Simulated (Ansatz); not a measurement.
**WS₂: band-structure calculation**

The run: band-structure calculation of WS₂ (P-6m2, 3 atoms in the cell). Method and program: DFT PBE+D3(BJ), scalar-relativistic, plane waves, PAW, no spin polarisation (Ansatz 0.2.0).

The structure derives from a Materials Project entry. Figures and captions count atoms from 1; the log counts them from 0 in places.

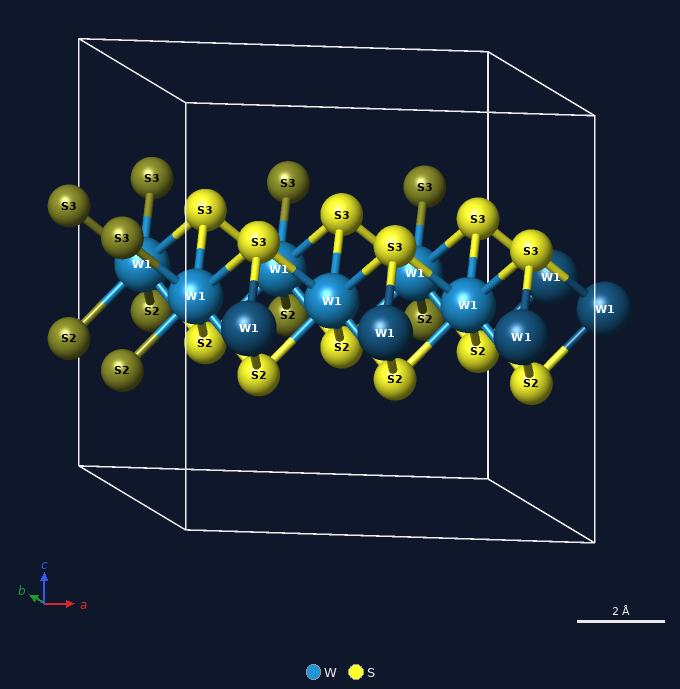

Figure 1. The structure (ball-and-stick view of the 3 × 2 repeat of the cell, with the vacuum cut short, seen slightly off an axis; neighbours outside the cell are drawn fainter; atoms are numbered from 1 in the order of the input).

**Input**
```yaml
crystal:
  lattice:
    - [3.1597166908, 0.0, 0.0]
    - [-1.5798583454, 2.736394923, 0.0]
    - [0.0, 0.0, 16.9394672486]
  atoms:
    - { symbol: W, position: [0.3333333333, 0.6666666667, 0.0] }
    - { symbol: S, position: [0.6666666667, 0.3333333333, 0.9069626209] }
    - { symbol: S, position: [0.6666666667, 0.3333333333, 0.0930373791] }
basis:
  ecutwfc: 420
kpoints:
  mp_grid: { grid: [12, 12, 2] }
  band_path:
    path:
      - [[0.0, 0.0, 0.0], [0.5, 0.0, 0.0], [0.33333333, 0.33333333, 0.0], [0.0, 0.0, 0.0], [0.0, 0.0, 0.5], [0.5, 0.0, 0.5], [0.33333333, 0.33333333, 0.5], [0.0, 0.0, 0.5]]
      - [[0.5, 0.0, 0.5], [0.5, 0.0, 0.0]]
      - [[0.33333333, 0.33333333, 0.5], [0.33333333, 0.33333333, 0.0]]
    npoints: 14
hamiltonian:
  xc: pbe
  dispersion: d3bj
scf:
  occupations: { method: gaussian, width: 0.02 }
  n_extra_bands: 7
output:
  forces: true
  stress: true
  eigenvalues: true
  populations: true
  dos: { projected: true, de: 0.02, nscf_kmesh: { grid: [18, 18, 3] } }
  bader: true
  write_density: true
  write_potential: true
  elf: true
  volumetric_format: npy
```

Run as:
```bash
ansatz run input.yaml --threads 1 --pin off --max-ram 2560MiB --backend cpu --events-out ev --progress --plain --runs-dir out
```

**The program's output**
```
scf.n_extra_bands = 7 over 13 filled bands (N_el = 26.0): the run solves 20 bands
Engine: ansatz 0.2.0, aarch64-unknown-linux-gnu
Pseudopotentials: kind: paw
Pseudopotential: W, paw, valence charge 14, recommended cutoff 420 eV (normal), W.paw.azcp
Pseudopotential: S, paw, valence charge 6, recommended cutoff 420 eV (normal), S.paw.azcp
Functional definition: PBE
  parameter kappa = 0.804
  parameter beta = 0.06672455060314922
  exchange = pbe_x(kappa = kappa, mu = beta*pi^2/3)
  correlation = pbe_c(beta = beta)
Crystal: 3 atoms, lattice volume = 146.463 Å³
Basis set: ecut = 420 eV, 2841 PW (Γ), exchange–correlation on 48×48×240 points (8 copies of the dense FFT grid, shifted against one another)
Bands: 20, of which v1, the nominal top of the filled ones, is band 13 counted from 1 (12 counted from 0)
Symmetry: 12 space group operations
Space group: P-6m2 (ITA 187), of the structure as read, at distance tolerance 5.3e-5 Å
k-points: 38 of 288 (time reversal used)
Non-local potential: W, projectors of the file, l = 0: 3, l = 1: 2, l = 2: 2, l = 3: 1
Non-local potential: S, projectors of the file, l = 0: 2, l = 1: 2, l = 2: 2
PAW form: soft (Blöchl's): semilocal exchange-correlation on the pseudo side does not see the compensation charge
PAW one-centre angular grid: W, 590 points (default); XC on 64 Gauss nodes
PAW one-centre angular grid: S, 110 points (default); XC on 64 Gauss nodes
Initial density: superposition of atomic densities (neutral atoms: chi_scale 0, normalization atom), corrected by the library's trained network
Initial wavefunctions: pseudopotential atomic-orbital guess
Functional: x = pbe(κ = 0.804, μ = 0.2195149727645171), c = pbe(β = 0.06672455060314922)
SCF iter   1: F=—  HF=-12192.356484 eV  |F-HF|=—  |Δ(HF+E_count)|=         —  Δρ=3.53e-3  dr2=2.18e-2  ethr=1.77e-3  ⟨swp⟩=9.0  Hψ=5242  notcnv=0  defer=4
preconditioner: auto → none  [insulator: Δε(μ)=1.921 eV  Ē_g=10.353 eV  σ=0.020 eV  W_gap=1.00  n_scr=10 (ndim 8)  ℏωp=13.0 eV  f_vac=0.608  D(μ)=0.00/eV (n_scr^D=0)  ε∞_Penn≈2.6]
SCF iter   2: F=—  HF=-12192.368116 eV  |F-HF|=—  |Δ(HF+E_count)|=   1.16e-2  Δρ=3.65e-3  dr2=6.30e-2  ethr=8.39e-5  ⟨swp⟩=4.3  Hψ=1927  notcnv=0  defer=98
SCF iter   3: F=—  HF=-12192.359583 eV  |F-HF|=—  |Δ(HF+E_count)|=   8.53e-3  Δρ=1.33e-3  dr2=2.19e-3  ethr=8.39e-5  ⟨swp⟩=3.0  Hψ=1209  notcnv=0  defer=98
SCF iter   4: F=—  HF=-12192.361354 eV  |F-HF|=—  |Δ(HF+E_count)|=   1.77e-3  Δρ=2.77e-4  dr2=5.84e-5  ethr=8.43e-6  ⟨swp⟩=2.1  Hψ=1103  notcnv=0  defer=98
SCF iter   5: F=—  HF=-12192.361402 eV  |F-HF|=—  |Δ(HF+E_count)|=   4.79e-5  Δρ=7.07e-5  dr2=2.10e-6  ethr=2.25e-7  ⟨swp⟩=2.9  Hψ=1407  notcnv=0  defer=98
SCF iter   6: F=—  HF=-12192.361409 eV  |F-HF|=—  |Δ(HF+E_count)|=   6.99e-6  Δρ=9.95e-6  dr2=1.10e-7  ethr=8.06e-9  ⟨swp⟩=2.2  Hψ=1145  notcnv=0  defer=98
iter 7 met the thresholds in force, and the SCF goes on: an eigenvalue changes by 16.71 meV, over its tolerance of 10.00 meV (output.eigenvalues, Limitations)
SCF iter   7: F=-12192.361409 eV  HF=-12192.361409 eV  |F-HF|=1.74e-8  |Δ(HF+E_count)|=   1.39e-7  Δρ=1.73e-6  dr2=3.03e-9  ethr=3.85e-10  ⟨swp⟩=19.3  Hψ=6876  notcnv=0
SCF iter   8: F=-12192.361409 eV  HF=-12192.361409 eV  |F-HF|=1.45e-9  |Δ(HF+E_count)|=   1.69e-8  Δρ=4.38e-7  dr2=4.86e-10  ethr=1.17e-11  ⟨swp⟩=9.8  Hψ=5099  notcnv=0
SCF 1 converged in 8 iterations: F = -12192.361409 eV  dr2 = 4.86e-10
  greatest PAW one-centre occupation: 1.000 electrons in one spin orbital (limit 2), on the W atom at site 0 (counted from 0), in its partial waves of l = 0
NSCF: frozen V_eff on 129 k-points
NSCF: frozen V_eff on 74 k-points
WARN: The output density's exchange-correlation potential varies sharply where the density is thin. Do not read a vacuum level from v_tot or v_xc, or from such a field of the output density. On a cell that repeats whose density bears no net charge and no dipole along the vacuum's axis use v_es (v_loc + v_h of the components); under efield.dipole_correction with no amplitude use v_es + v_field, which holds any external_charges[].barrier, or the levels of the report's work_function block, which leave it out; under a non-zero efield.amplitude the vacuum is tilted and has no level; on a cell that repeats and bears such a dipole with no correction it is tilted too, and efield.dipole_correction with no amplitude gives each side of its ramp a level where efield: is served; in a cell that repeats whose density bears a net charge (total_charge, or a fill off its count) it is curved and has none; of a slab under crystal.periodic whose density bears no net charge use v_es, which has a level on each side, short of where the two are joined; of another it falls or rises all the way out and has none; of a slab beside external_charges read slab_vacuum_level instead, which it has where they leave it neutral. The grid or the basis barely resolves most such structure, and the values can differ between equally converged runs; as a rule a tighter scf.convergence.dr2_threshold does not remove it. Where the density itself ripples (under the LDA too) a higher basis.ecutwfc lessens it. The files hold the spikes' plane waves up to the density's cutoff. Files: v_tot_of_output_density and the like, and their columns of v_z.tsv (output.write_potential); v_xc_of_output_density and the like, and their columns of v_comp_z.tsv (output.write_potential_components). Measured: with its Gaussian average of σ = 0.25 Å subtracted twice, the exchange-correlation potential is over 0.1 eV at 8 of the grid points where the equally averaged density (valence and model cores) is under 1e-3 e/Å³, and 0.225 eV at the most among them, at an averaged density of 1.3e-8 e/Å³. See output.write_potential in the manual, Limitations
SCF converged after 8 iterations
an eigenvalue changed by more than its tolerance at an iteration that met the thresholds in force, so the SCF went on 1 time: the last check found none over its tolerance
Free energy (F): -12192.361409 eV
Harris-Foulkes:  -12192.361409 eV  (|F-HF|=1.45e-9)
Internal energy: -12192.361409 eV  (E = F + TS)
E sigma→0 (E₀):  -12192.361409 eV
Fermi energy:    1.370917 eV
--- Per-component energies (eV) ---
  E_band       = -463.531235
  E_kinetic    = 666.288424
  E_local      = -12495.355740  (includes V_loc(G=0)·N_el)
  E_nonlocal   = 57.290117
  E_hartree    = 5929.144063
  E_xc         = -462.116123
  E_vxc        = -414.953009  (∫ρ·V_xc dr)
  E_paw        = -9763.127172  (= ΣΔE_a)
  E_vpaw       = -135.090955  (= ΣTr[D̂ρ^β])
  E_aug_tail   = -0.000062  (compensation charges beyond the density's cutoff)
  E_ewald      = 3876.447454
  E_disp       = -0.932371  (pairwise vdW)
  E_smearing   = -0.000000  (= −TS)
  E_closure    = 0.000000  (closes the sum)
  Σ components = -12192.361409   (vs F -12192.361409, Δ=0.00e0)
--- Forces (eV/Å), atoms counted from 1 ---
  atom   1  W      0.00000000     0.00000000    -0.00000000
  atom   2  S     -0.00000000    -0.00000000     0.00093764
  atom   3  S      0.00000000     0.00000000    -0.00093764
  max |Σ_I F_I| component: 2.31e-17 eV/Å
--- Stress (GPa, compression-positive) ---
       -0.015173       0.000000      -0.000000
        0.000000      -0.015173       0.000000
       -0.000000       0.000000      -0.016978
  P = ⅓ Tr σ = -0.0158 GPa (-0.158 kbar)
--- Band table (eV; the first three rows and the last of 38) ---
  k-point 0: bands = ["-73.5187", "-37.8133", "-37.6358", "-37.6358", "-14.4173", "-12.7840", "-6.0078", "-2.4033", "-2.4033", "-1.7808", "-1.1559", "-1.1559", "0.2800", "3.3504", "3.3504", "3.4825", "3.4825", "5.4038", "5.8524", "6.0250"]
  k-point 1: bands = ["-73.5187", "-37.8132", "-37.6358", "-37.6358", "-14.4173", "-12.7840", "-6.0078", "-2.4033", "-2.4033", "-1.7808", "-1.1559", "-1.1559", "0.2800", "3.3504", "3.3504", "3.4825", "3.4825", "5.4735", "5.6470", "6.1903"]
  k-point 2: bands = ["-73.5175", "-37.8088", "-37.6604", "-37.6415", "-14.2999", "-12.7401", "-5.8669", "-2.7074", "-2.2880", "-2.1513", "-1.3406", "-0.9939", "0.2308", "3.1856", "3.2479", "3.3784", "3.5666", "5.6634", "5.9919", "6.4366"]
  k-point 37: bands = ["-73.4978", "-37.9031", "-37.8683", "-37.7381", "-11.8998", "-11.8281", "-5.4116", "-4.9878", "-4.1152", "-3.4837", "-2.8756", "-2.0168", "0.4115", "2.3303", "3.7048", "4.4817", "6.0487", "7.0188", "7.5336", "9.6984"]
--- Löwdin populations: 3 sites ---
  site symbol       q [e]
     0      W     13.5362
     1      S      6.1119
     2      S      6.1119
  spilling = 0.009235 (of n_electrons = 26.000000)
--- Bader charges: 3 sites ---
  site symbol  charge [e]  shift [e]
     0      W      1.3715     0.0050
     1      S     -0.6858     0.0025
     2      S     -0.6857     0.0025
  estimated error of the sums over rays = 7.2e-4 e
```

**File populations.tsv**
```
# site	symbol	l	j	q
# orbitals = lowdin
# n_electrons = 26.000000
# spilling = 0.009235
0	W	0_5S	-	1.976941
0	W	0_6S	-	0.603868
0	W	1_5P	-	5.996077
0	W	2_5D	-	4.959282
1	S	0_3S	-	1.781178
1	S	1_3P	-	4.330682
2	S	0_3S	-	1.781178
2	S	1_3P	-	4.330682
```

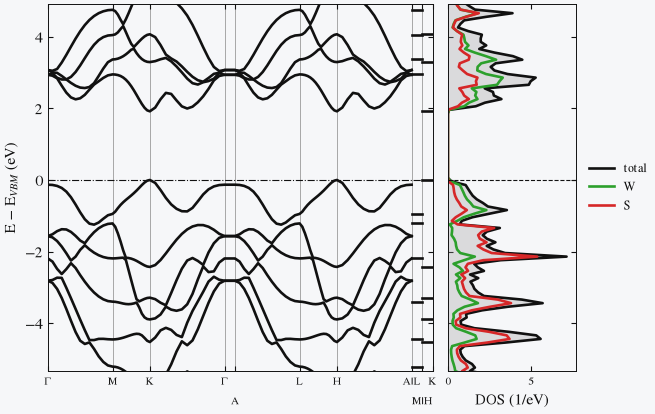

Figure 2. Band structure along Γ–M–K–Γ–A–L–H–A|L–M|H–K and density of states (projected on Löwdin-orthogonalised atomic shells), with energies from the valence-band top. There is a gap of 1.92 eV on this path, direct, at K.

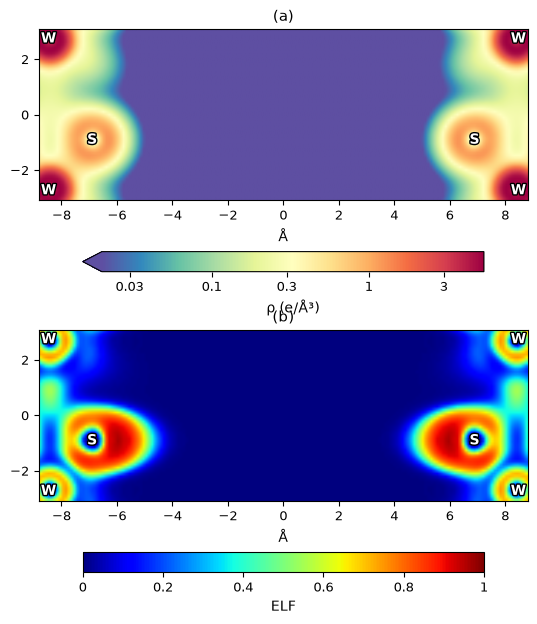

Figure 3. (a) valence electron density; (b) electron localisation function on the (110) plane of the conventional cell. The section cuts through W and S sites. W–S (2.41 Å): the density is about 0.63 e/Å³ at the midpoint; the ELF is about 0.50 at the midpoint. The density dies away to nearly zero in the voids. The strong features right at W lie inside the PAW spheres (semicore, d or f shells) and say nothing about bonding. Core electrons are frozen (PAW), so the fields are smoothed inside the atomic spheres.

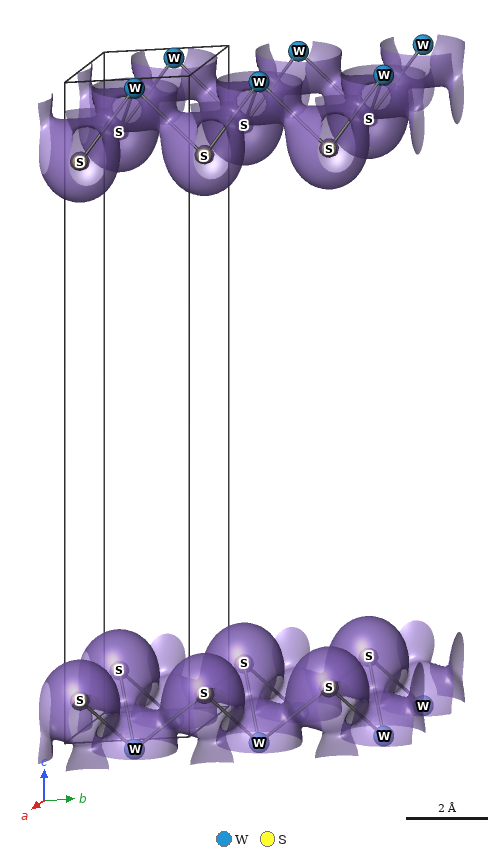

Figure 4. Isosurface of the valence electron density at 0.5 e/Å³ (purple), seen at an oblique angle. Sticks mark near contacts. The outline is the cell set on symmetry axes. At this value the density is joined into sheets; it holds about 70 % of the electrons treated as valence (semicore included). On the grid the lowest density along these lines, outside the cores, is 0.63 e/Å³ (W–S, 2.41 Å).

**Results in brief**

- outcome: converged
- space group (tolerance 0.01 Å): P-6m2 (187)
- electrons treated: 26
- free energy: −12192.3614 eV
- Fermi energy: 1.371 eV
- gap on the k-point mesh: 1.92 eV
- gap on the band path: 1.92 eV
- pressure: −0.02 GPa
- largest force (length of the vector): 0.001 eV/Å
- hardware: 1 thread of Arm Neoverse V2, 24 GiB of memory available, shared host
- wall time: 53 s
- peak memory: 0.49 GiB

**Remarks**

The program warns: the exchange-correlation potential is rough where the density is thin. Spin–orbit coupling is left out, which matters for W.
